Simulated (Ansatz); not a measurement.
**CsPbCl3: 5 runs along one coordinate**

System: CsPbCl3 (5 atoms in the cell).
Method: DFT PBEsol, scalar-relativistic, plane waves, PAW, no spin polarisation (Ansatz 0.2.0).

The 5 runs differ only in the geometry, by a strain of the cell at fixed fractional positions. Against run 3, the strain is εyy = −0.01 η, εyz = η and εzz = −0.01 η. The structure derives from a Materials Project entry.

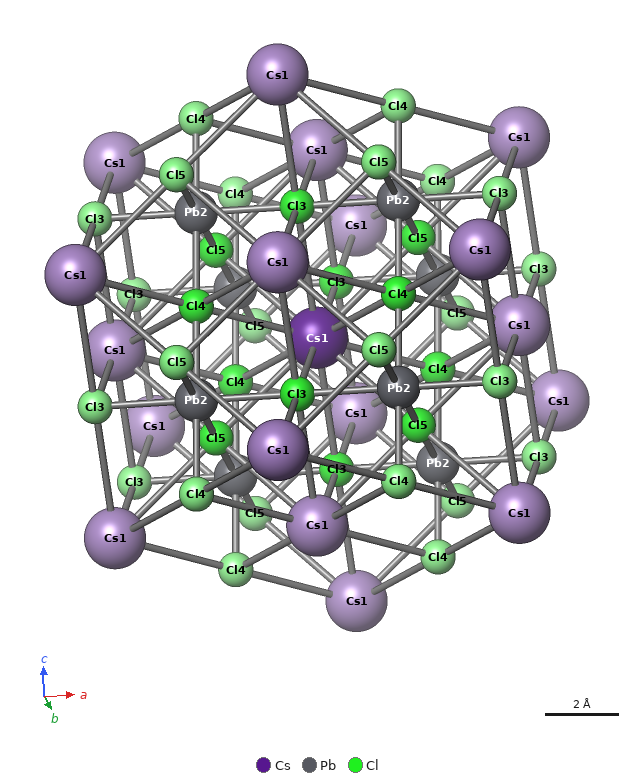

Figure 1. The structure of run 3 (ball-and-stick view of the cell of the calculation, seen at an oblique angle; neighbours outside the cell are drawn fainter; atoms are numbered from 1 in the order of the input).

### Input of run 3
```yaml
crystal:
  lattice:
    - [3.9732055433, 2.3344787292, 3.272469279]
    - [-3.9732055433, 2.3344787292, 3.272469279]
    - [0.0, -4.5473151407, 3.1864468557]
  atoms:
    - { symbol: Cs, position: [0.5, 0.5, 0.5] }
    - { symbol: Pb, position: [0.0, 0.0, 0.0] }
    - { symbol: Cl, position: [0.5, 0.0001652038, 0.9998347962] }
    - { symbol: Cl, position: [0.0001652038, 0.9998347962, 0.5] }
    - { symbol: Cl, position: [0.9998347962, 0.5, 0.0001652038] }
basis:
  ecutwfc: 420
kpoints:
  mp_grid: { grid: [6, 6, 6] }
hamiltonian:
  xc: pbesol
scf:
  occupations: { method: gaussian, width: 0.05 }
output:
  forces: true
  stress: true
  eigenvalues: true
```

Command:
```bash
ansatz run input.yaml --threads 1 --pin off --max-ram 2560MiB --backend cpu --events-out ev --progress --plain --runs-dir out
```

Run 4 differs from it as follows:
```diff
-    - [3.9732055433, 2.3344787292, 3.272469279]
-    - [-3.9732055433, 2.3344787292, 3.272469279]
-    - [0.0, -4.5473151407, 3.1864468557]
+    - [3.9732055433, 2.4155736077, 3.3298175613]
+    - [-3.9732055433, 2.4155736077, 3.3298175613]
+    - [0.0, -4.4662202622, 3.0717502912]
```

### Results, with one run withheld

```csv
run,strain parameter η (%),"free energy per atom, from the lowest run given (meV)",pressure (GPa),gap on the mesh (eV)
1,−6.2510,17.64,0.33,1.44
2,−3.7506,3.60,0.08,1.64
3,0.0000,0.00,0.02,1.76
4,2.5004,?,?,?
5,3.7506,21.48,0.36,1.48
```

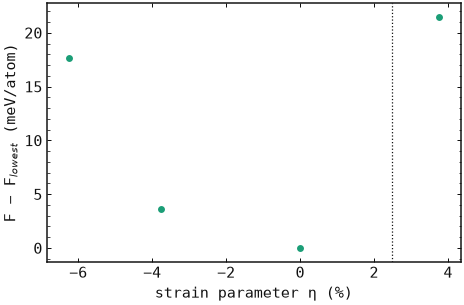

Figure 2. Free energy per atom of the runs given; the dotted line marks run 4.

Fit the runs given and predict run 4.

A quadratic polynomial in the coordinate, fitted to the 4 runs given, misses them by at most 0.54 meV per atom. With x = η + 1.5627, it reads F = −1.3332 − 0.17683 x + 0.83657 x² (meV per atom). At run 4 it gives 11.76 meV per atom, and the run itself gives 11.15. The fit has its minimum at η = −1.4570 %. So low a polynomial doesn't follow these energies more closely. The gap on the mesh lies between 1.44 eV (run 1) and 1.76 eV (run 3); run 4 has 1.59 eV. These are gaps of this functional on this mesh, which can miss the band edges; they aren't the measured gap.

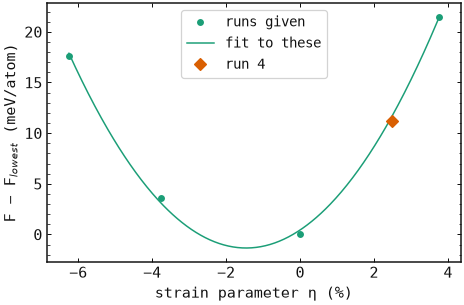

Figure 3. The fit and the withheld run.

### Output, shortened to warnings, some set-up lines, iterations and results (run 4)
```
Basis set: ecut = 420 eV, 3447 PW (Γ), exchange–correlation on 80×80×80 points (8 copies of the dense FFT grid, shifted against one another)
Symmetry: 2 space group operations
k-points: 68 of 216 (time reversal used)
Initial density: superposition of atomic densities (neutral atoms: chi_scale 0, normalization atom), corrected by the library's trained network
[...]
SCF iter   1: F=—  HF=-20530.570549 eV  |F-HF|=—  |Δ(HF+E_count)|=         —  Δρ=3.16e-3  dr2=2.79e-2  ethr=1.77e-3  ⟨swp⟩=7.4  Hψ=9631  notcnv=0
SCF iter   2: F=—  HF=-20530.561969 eV  |F-HF|=—  |Δ(HF+E_count)|=   8.58e-3  Δρ=1.02e-3  dr2=2.17e-3  ethr=6.35e-5  ⟨swp⟩=2.1  Hψ=3083  notcnv=0  defer=30
SCF iter   3: F=—  HF=-20530.561658 eV  |F-HF|=—  |Δ(HF+E_count)|=   3.11e-4  Δρ=3.53e-4  dr2=1.76e-4  ethr=4.94e-6  ⟨swp⟩=2.1  Hψ=3141  notcnv=0  defer=30
SCF iter   4: F=—  HF=-20530.561731 eV  |F-HF|=—  |Δ(HF+E_count)|=   7.31e-5  Δρ=7.03e-5  dr2=1.04e-5  ethr=4.00e-7  ⟨swp⟩=2.5  Hψ=3114  notcnv=0  defer=30
SCF iter   5: F=—  HF=-20530.561734 eV  |F-HF|=—  |Δ(HF+E_count)|=   2.93e-6  Δρ=1.59e-5  dr2=4.58e-7  ethr=2.35e-8  ⟨swp⟩=2.0  Hψ=2676  notcnv=0  defer=30
SCF iter   6: F=-20530.561735 eV  HF=-20530.561735 eV  |F-HF|=7.39e-9  |Δ(HF+E_count)|=   1.10e-6  Δρ=2.14e-6  dr2=1.17e-8  ethr=2.27e-10  ⟨swp⟩=10.6  Hψ=9687  notcnv=0
SCF 1 converged in 6 iterations: F = -20530.561735 eV  dr2 = 1.17e-8
SCF converged after 6 iterations
Free energy (F): -20530.561735 eV
Harris-Foulkes:  -20530.561735 eV  (|F-HF|=7.39e-9)
Internal energy: -20530.561735 eV  (E = F + TS)
E sigma→0 (E₀):  -20530.561735 eV
Fermi energy:    4.761234 eV
--- Per-component energies (eV) ---
  E_band       = -239.929093
  E_kinetic    = 911.478788
  E_local      = -2680.005228  (includes V_loc(G=0)·N_el)
  E_nonlocal   = 470.262533
  E_hartree    = 1012.587881
  E_xc         = -710.404644
  E_vxc        = -623.590593  (∫ρ·V_xc dr)
  E_paw        = -17161.217632  (= ΣΔE_a)
  E_vpaw       = -343.250955  (= ΣTr[D̂ρ^β])
  E_aug_tail   = 0.000326  (compensation charges beyond the density's cutoff)
  E_ewald      = -2373.705332
  E_core_change = 0.441573  (= ΣΔE_core)
  E_smearing   = -0.000000  (= −TS)
  E_closure    = 0.000000  (closes the sum)
  Σ components = -20530.561735   (vs F -20530.561735, Δ=0.00e0)
--- Forces (eV/Å), atoms counted from 1 ---
  atom   1  Cs     0.00004284    -0.00000000     0.00000000
  atom   2  Pb    -0.00054944     0.00000000    -0.00000000
  atom   3  Cl     0.00007972    -0.00016475     0.00013973
  atom   4  Cl     0.00034700    -0.00000000     0.00000000
  atom   5  Cl     0.00007972     0.00016475    -0.00013973
  max |Σ_I F_I| component: 1.61e-7 eV/Å
--- Stress (GPa, compression-positive) ---
       -0.619201       0.000000       0.000000
        0.000000       1.046017      -1.540718
        0.000000      -1.540718       0.169490
  P = ⅓ Tr σ = 0.1988 GPa (1.988 kbar)
```

Notes: Spin–orbit coupling is left out, which matters for Pb.
